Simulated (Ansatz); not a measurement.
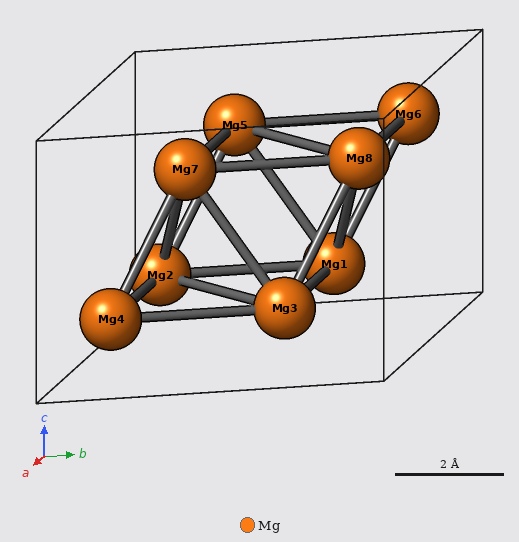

Figure 1. The input geometry of run 1 (ball-and-stick view of the cell of the calculation, seen slightly off an axis; atoms are numbered from 1 in the order of the input).

## Two runs on Mg

System: Mg (P6₃/mmc, 8 atoms in the cell).
Method of run 1: DFT PBE, scalar-relativistic, plane waves, PAW, no spin polarisation (Ansatz 0.2.0).

The structure derives from a Materials Project entry. Text and figures count atoms from 1; the logs count them from 0 in places.

Input file, run 1:
```yaml
crystal:
  lattice:
    - [6.6654395561, 0.0, 0.0]
    - [-3.332719778, 5.772439983, 0.0]
    - [0.0, 0.0, 5.0588849334]
  atoms:
    - { symbol: Mg, position: [0.3333333333, 0.6666666667, 0.25] }
    - { symbol: Mg, position: [0.3333333333, 0.1666666667, 0.25] }
    - { symbol: Mg, position: [0.8333333333, 0.6666666667, 0.25] }
    - { symbol: Mg, position: [0.8333333333, 0.1666666667, 0.25] }
    - { symbol: Mg, position: [0.1666666667, 0.3333333333, 0.75] }
    - { symbol: Mg, position: [0.1666666667, 0.8333333333, 0.75] }
    - { symbol: Mg, position: [0.6666666667, 0.3333333333, 0.75] }
    - { symbol: Mg, position: [0.6666666667, 0.8333333333, 0.75] }
basis:
  ecutwfc: 420
kpoints:
  mp_grid: { grid: [6, 6, 7] }
hamiltonian:
  xc: pbe
scf:
  occupations: { method: gaussian, width: 0.1 }
output:
  forces: true
  stress: true
  eigenvalues: true
```

Launched with:
```bash
ansatz run input.yaml --threads 8 --pin off --max-ram 20480MiB --backend cpu --events-out ev --progress --plain --runs-dir out
```

Hardware: 8 threads of Intel Xeon @ 2.70GHz, 189 GiB of memory available, shared host.

Output, shortened to warnings, some set-up lines, iterations and results (run 1):
```
Basis set: ecut = 420 eV, 3797 PW (Γ), exchange–correlation on 90×90×72 points (8 copies of the dense FFT grid, shifted against one another)
Symmetry: 96 space group operations
k-points: 28 of 252
Initial density: superposition of atomic densities (neutral atoms: chi_scale 0, normalization atom), corrected by the library's trained network
[...]
SCF iter   1: F=—  HF=-15390.318453 eV  |F-HF|=—  |Δ(HF+E_count)|=         —  Δρ=9.15e-4  dr2=1.97e-3  ethr=1.77e-3  ⟨swp⟩=11.2  Hψ=6647  notcnv=0
SCF iter   2: F=—  HF=-15390.318521 eV  |F-HF|=—  |Δ(HF+E_count)|=   6.77e-5  Δρ=6.34e-4  dr2=1.00e-3  ethr=2.46e-6  ⟨swp⟩=2.0  Hψ=1712  notcnv=0
SCF iter   3: F=—  HF=-15390.318579 eV  |F-HF|=—  |Δ(HF+E_count)|=   5.79e-5  Δρ=1.18e-4  dr2=3.76e-5  ethr=1.25e-6  ⟨swp⟩=1.1  Hψ=1295  notcnv=0
SCF iter   4: F=—  HF=-15390.318447 eV  |F-HF|=—  |Δ(HF+E_count)|=   1.33e-4  Δρ=3.66e-5  dr2=1.54e-6  ethr=4.70e-8  ⟨swp⟩=1.6  Hψ=1808  notcnv=0
SCF iter   5: F=-15390.318449 eV  HF=-15390.318449 eV  |F-HF|=2.78e-8  |Δ(HF+E_count)|=   2.41e-6  Δρ=6.44e-6  dr2=6.22e-8  ethr=1.93e-9  ⟨swp⟩=2.0  Hψ=1518  notcnv=0
SCF iter   6: F=-15390.318449 eV  HF=-15390.318449 eV  |F-HF|=1.52e-9  |Δ(HF+E_count)|=   3.49e-8  Δρ=1.34e-6  dr2=3.72e-9  ethr=7.77e-11  ⟨swp⟩=6.1  Hψ=5219  notcnv=0
SCF 1 converged in 6 iterations: F = -15390.318449 eV  dr2 = 3.72e-9
SCF converged after 6 iterations
Free energy (F): -15390.318449 eV
Harris-Foulkes:  -15390.318449 eV  (|F-HF|=1.52e-9)
Internal energy: -15390.306127 eV  (E = F + TS)
E sigma→0 (E₀):  -15390.312288 eV
Entropy (-TS):   -0.012322 eV (-1.540 meV/atom)
Fermi energy:    5.131344 eV
--- Per-component energies (eV) ---
  E_band       = -2901.290710
  E_kinetic    = 595.699889
  E_local      = -13152.791596  (includes V_loc(G=0)·N_el)
  E_nonlocal   = 765.534861
  E_hartree    = 4704.821505
  E_xc         = -225.455702
  E_vxc        = -290.760201  (∫ρ·V_xc dr)
  E_paw        = -2341.294877  (= ΣΔE_a)
  E_vpaw       = -228.614714  (= ΣTr[D̂ρ^β])
  E_aug_tail   = -0.000024  (compensation charges beyond the density's cutoff)
  E_ewald      = -5736.820182
  E_smearing   = -0.012322  (= −TS)
  E_closure    = -0.000000  (closes the sum)
  Σ components = -15390.318449   (vs F -15390.318449, Δ=0.00e0)
--- Forces (eV/Å), atoms counted from 1 ---
  atom   1  Mg     0.00000000     0.00000000    -0.00000000
  atom   2  Mg    -0.00000000     0.00000000    -0.00000000
  atom   3  Mg     0.00000000     0.00000000    -0.00000000
  atom   4  Mg     0.00000000     0.00000000    -0.00000000
  atom   5  Mg    -0.00000000    -0.00000000    -0.00000000
  atom   6  Mg    -0.00000000    -0.00000000    -0.00000000
  atom   7  Mg     0.00000000    -0.00000000     0.00000000
  atom   8  Mg     0.00000000    -0.00000000    -0.00000000
  max |Σ_I F_I| component: 1.19e-17 eV/Å
--- Stress (GPa, compression-positive) ---
       -2.653324       0.000000       0.000000
        0.000000      -2.653324      -0.000000
        0.000000      -0.000000      -0.037973
  P = ⅓ Tr σ = -1.7815 GPa (-17.815 kbar)
```

For run 2 the input was changed thus:
```diff
-  mp_grid: { grid: [6, 6, 7] }
+  mp_grid: { grid: [6, 6, 7], shift: [0.5, 0.5, 0.5] }
+  dispersion: d3bj
+  algorithm: direct_min
```

What does this change do to the results?

The total energies belong to different models, so their difference says nothing on which is more stable or more accurate. The pressure goes from −1.78 to −3.46 GPa. The irreducible k-points go from 28 to 48. On the same kind of shared host run 2 took about 4.1 times as long.

Output, shortened to warnings, some set-up lines, iterations and results (run 2):
```
Warning: crystal.symmetry: narrowed to the stabiliser of the k-point mesh — unitary ops 96 → 32; excluded 64 operations that carry a point of the 6×6×7 mesh (shift [0.5, 0.5, 0.5]) off the mesh (the run samples exactly the mesh kpoints.mp_grid names, as under crystal.symmetry.detect: false, and its converged state has the mesh's symmetry, not the crystal's; ε∞, the Born charges and the force …
Basis set: ecut = 420 eV, 3797 PW (Γ), exchange–correlation on 90×90×72 points (8 copies of the dense FFT grid, shifted against one another)
Symmetry: 32 space group operations
k-points: 48 of 252
Initial density: superposition of atomic densities (neutral atoms: chi_scale 0, normalization atom), corrected by the library's trained network
[...]
SCF iter   1: F=—  HF=-15392.415467 eV  |F-HF|=—  |Δ(HF+E_count)|=         —  Δρ=7.65e-4  dr2=1.31e-3  ethr=1.77e-3  ⟨swp⟩=13.1  Hψ=11293  notcnv=1
SCF iter   2: F=—  HF=-15392.416115 eV  |F-HF|=—  |Δ(HF+E_count)|=   6.47e-4  Δρ=8.77e-5  dr2=9.45e-6  ethr=1.16e-8  ⟨swp⟩=4.0  Hψ=12665  notcnv=0
SCF iter   3: F=—  HF=-15392.416108 eV  |F-HF|=—  |Δ(HF+E_count)|=   6.77e-6  Δρ=2.88e-5  dr2=5.98e-7  ethr=1.16e-8  ⟨swp⟩=3.0  Hψ=6200  notcnv=0
SCF iter   4: F=-15392.416107 eV  HF=-15392.416107 eV  |F-HF|=3.57e-9  |Δ(HF+E_count)|=   8.12e-7  Δρ=1.54e-6  dr2=1.66e-9  ethr=7.48e-10  ⟨swp⟩=2.0  Hψ=4259  notcnv=0
SCF 1 converged in 4 iterations: F = -15392.416107 eV  dr2 = 1.66e-9
  Residual-converged pass: ⟨swp⟩=3.0  Hψ=6176  notcnv=0  max |occ|·‖R‖ = 5.9e-6 eV (tolerance 6.7e-6 eV)  dr2=1.36e-9  dr2_onsite=1.82e-9  max |Δocc| = 3.6e-9
SCF converged after 4 iterations
Stability not checked: this state was not tested for a lower state beside it, because a direct minimisation reached the state, and no test of it is asked (direct_minimisation; see scf.lower_state_search)
Free energy (F): -15392.416107 eV
Harris-Foulkes:  -15392.416107 eV  (|F-HF|=3.57e-9)
Internal energy: -15392.396851 eV  (E = F + TS)
E sigma→0 (E₀):  -15392.406479 eV
Entropy (-TS):   -0.019256 eV (-2.407 meV/atom)
Fermi energy:    5.227188 eV
--- Per-component energies (eV) ---
  E_band       = -2901.094422
  E_kinetic    = 595.765964
  E_local      = -13153.030647  (includes V_loc(G=0)·N_el)
  E_nonlocal   = 765.611795
  E_hartree    = 4705.005627
  E_xc         = -225.462922
  E_vxc        = -290.770546  (∫ρ·V_xc dr)
  E_paw        = -2341.324739  (= ΣΔE_a)
  E_vpaw       = -228.677246  (= ΣTr[D̂ρ^β])
  E_aug_tail   = -0.000024  (compensation charges beyond the density's cutoff)
  E_ewald      = -5736.820182
  E_disp       = -2.141722  (pairwise vdW)
  E_smearing   = -0.019256  (= −TS)
  E_closure    = -0.000000  (closes the sum)
  Σ components = -15392.416107   (vs F -15392.416107, Δ=0.00e0)
--- Forces (eV/Å), atoms counted from 1 ---
  atom   1  Mg     0.00183733    -0.00106078     0.00000000
  atom   2  Mg     0.00183733    -0.00106078     0.00000000
  atom   3  Mg     0.00183733    -0.00106078     0.00000000
  atom   4  Mg     0.00183733    -0.00106078     0.00000000
  atom   5  Mg    -0.00183733     0.00106078     0.00000000
  atom   6  Mg    -0.00183733     0.00106078     0.00000000
  atom   7  Mg    -0.00183733     0.00106078     0.00000000
  atom   8  Mg    -0.00183733     0.00106078     0.00000000
  max |Σ_I F_I| component: 2.17e-18 eV/Å
--- Stress (GPa, compression-positive) ---
       -4.388672       0.414594       0.000000
        0.414594      -3.909939       0.000000
        0.000000       0.000000      -2.070090
  P = ⅓ Tr σ = -3.4562 GPa (-34.562 kbar)
```

The two runs side by side:

```csv
quantity,run 1,run 2
outcome,converged,converged
free energy per atom (eV),−1923.7898,−1924.0520
"energy per atom, smearing taken to zero (eV)",−1923.7890,−1924.0508
gap on the mesh (eV),0.00,0.00
pressure (GPa),−1.78,−3.46
largest force (eV/Å),0.000,0.002
SCF iterations,6,–
irreducible k-points,28,48
plane waves at Γ,3797,3797
wall time (shared host),2.6 s,11 s
```

For run 2: Warnings: the k-point mesh lowers the symmetry that the run can use.
